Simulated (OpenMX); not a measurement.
## C: 7 runs along one coordinate

System: C (4 atoms in the cell).
Method: Kohn-Sham DFT of a periodic cell, PBE, OpenMX 2013 PBE set, no spin polarisation (OpenMX 3.8.5).

The 7 runs differ only in the geometry, by an even scaling of the cell at fixed fractional positions. The structure derives from a Materials Project entry.

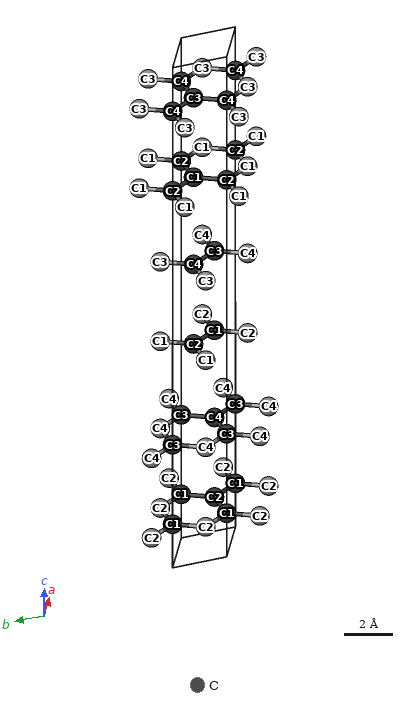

Figure 1. The structure of run 4 (ball-and-stick view of the cell 3 times as large as that of the calculation, set on its symmetry axes, seen at an oblique angle; neighbours outside the cell are drawn fainter; atoms are numbered from 1 in the order of the input).

## Input of run 4
```
System.CurrrentDirectory             ./
System.Name                          C
DATA.PATH                            ./DFT_DATA13
level.of.stdout                      1
level.of.fileout                     1
Species.Number                       1
<Definition.of.Atomic.Species
  C   C6.0-s2p2d1            C_PBE13
Definition.of.Atomic.Species>

Atoms.Number                         4
Atoms.SpeciesAndCoordinates.Unit     FRAC
<Atoms.SpeciesAndCoordinates
    1  C     0.0871730800    0.0871730800    0.0871730800   2.000  2.000
    2  C     0.7538500600    0.7538500600    0.7538500600   2.000  2.000
    3  C     0.2461499400    0.2461499400    0.2461499400   2.000  2.000
    4  C     0.9128269200    0.9128269200    0.9128269200   2.000  2.000
Atoms.SpeciesAndCoordinates>

Atoms.UnitVectors.Unit               Ang
<Atoms.UnitVectors
     1.2331880975    0.7119814801    8.2826151019
    -1.2331880975    0.7119814801    8.2826151019
     0.0000000000   -1.4239629601    8.2826151019
Atoms.UnitVectors>

scf.XcType                           GGA-PBE
scf.SpinPolarization                 off
scf.ElectronicTemperature            580.226
scf.energycutoff                     300.0
scf.maxIter                          100
scf.EigenvalueSolver                 band
scf.Kgrid                            13 13 13
scf.Mixing.Type                      rmm-diisk
scf.Init.Mixing.Weight               0.05
scf.Min.Mixing.Weight                0.001
scf.Max.Mixing.Weight                0.3
scf.Mixing.History                   25
scf.Mixing.StartPulay                8
scf.criterion                        1.0e-8
scf.stress.tensor                    on
MD.Type                              nomd
```

Command:
```bash
openmx C.dat -nt 1 > C.std
```

Lattice vectors (Å) and fractional positions of run 4:
```
   1.233188    0.711981    8.282615
  -1.233188    0.711981    8.282615
   0.000000   -1.423963    8.282615
C   0.087173  0.087173  0.087173
C   0.753850  0.753850  0.753850
C   0.246150  0.246150  0.246150
C   0.912827  0.912827  0.912827
```

Run 2 has the same physical settings and fractional positions; its lattice vectors (Å) are:
```
   1.216521    0.702359    8.170674
  -1.216521    0.702359    8.170674
   0.000000   -1.404718    8.170674
```

## Results, with one run withheld

```csv
run,volume per atom (Å³),"free energy per atom, from the lowest run given (meV)",gap on the mesh (eV)
1,10.254,40.12,1.26
2,10.472,?,?
3,10.690,6.85,1.23
4,10.908,0.45,1.21
5,11.126,0.00,1.20
6,11.345,5.02,1.18
7,11.563,14.90,1.17
```

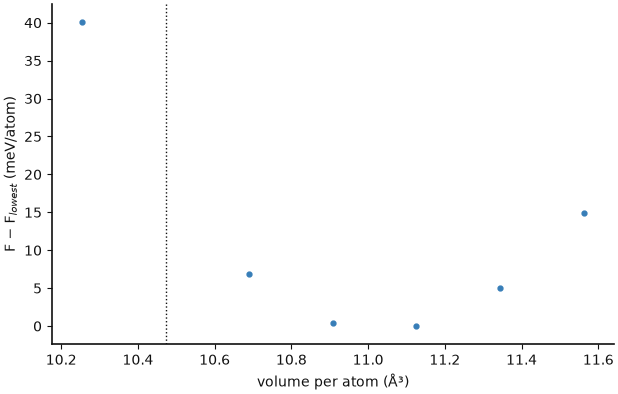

Figure 2. Free energy per atom of the runs given; the dotted line marks run 2.

What should run 2 give?

A cubic polynomial in V^(−2/3) (the Birch–Murnaghan form), fitted to the 6 runs given, misses them by at most 0.01 meV per atom. With x = V^(−2/3) − 0.20259 Å⁻², it reads F = −0.23368 + 648.06 x + 3.9871e+05 x² − 3584.4 x³ (meV per atom). At run 2 it gives 19.84 meV per atom, and the run itself gives 19.86. The fit has its minimum at 11.033 Å³ per atom, where V d²F/dV² gives 210 GPa. Cell shape and fractional positions are held, so this is the stiffness under even scaling; the relaxed bulk modulus wasn't computed. The gap on the mesh goes, without turning, from 1.26 eV in run 1 to 1.17 eV in run 7; run 2 has 1.24 eV. These are gaps of this functional on this mesh, which can miss the band edges; they aren't the measured gap.

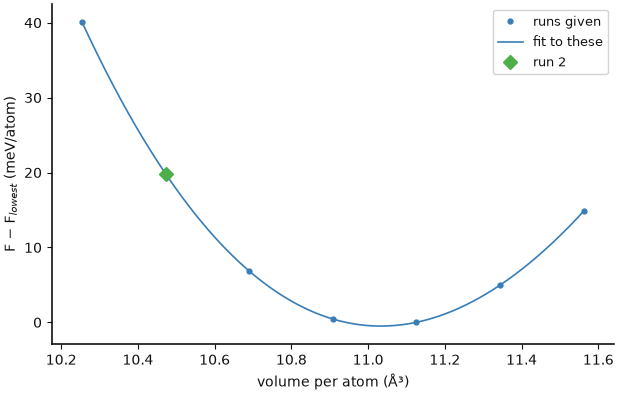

Figure 3. The fit and the withheld run.

## Some lines of the output (run 2)
```
[...]
  Cell_Volume =    282.673106681513 (Bohr^3)
        Total energy (Hartree) at MD = 1
   kloop=0
   kloop=1
   kloop=1098
```

Notes: With a small basis of atomic orbitals these values can differ much from converged plane-wave results.
